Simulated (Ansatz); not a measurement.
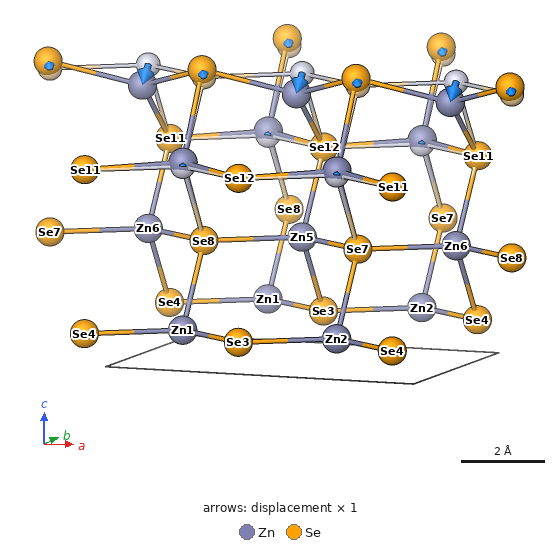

A constrained relaxation of a slab of composition ZnSe (cut from the F-43m phase). The starting structure is drawn faded, the final one solid; blue arrows show the displacements, at their true length.

The picture is a ball-and-stick view of the cell of the calculation, outlined in the plane, without the vacuum (origin shifted), seen slightly off an axis.

Case: clean slab, lower planes held. The slab is the (1 1 0) face of ZnSe. 8 atoms are held fixed.

Theory: Ansatz, DFT PBE+D3(BJ), scalar-relativistic, plane waves, PAW. (plane-wave cutoff 420 eV; k-point mesh 2 × 3 × 1; occupations gaussian; smearing width 0.05 eV; no spin polarisation; dipole correction; atoms relaxed in a fixed cell; force threshold 0.03 eV/Å; at most 70 steps)

Q: Which element moves most?

A: Zinc: up to 0.59 Å, against 0.23 Å for selenium.

Q: What did the optimiser do to the structure, and how much energy did it gain?

A: The largest moves, 0.59 Å, are those of Zn atoms. Largest moves by element: Zn 0.59 Å, Se 0.23 Å. The cell stays as it was. Among the contacts that change: Se–Zn 2.449 → 2.516 Å, Se–Zn 2.449 → 2.394 Å, Se–Zn 2.449 → 2.466 Å, Se–Zn 2.449 → 2.443 Å. Among the angles between lasting bonds that change: Zn–Se–Zn 109.5° → 91.2°, Zn–Se–Zn 109.5° → 94.9°, Se–Zn–Se 109.5° → 122.6°. Over 4 geometry steps the energy falls by 0.909 eV per cell of the calculation. Largest force component: 1 eV/Å at the start, 0.021 eV/Å at the end.
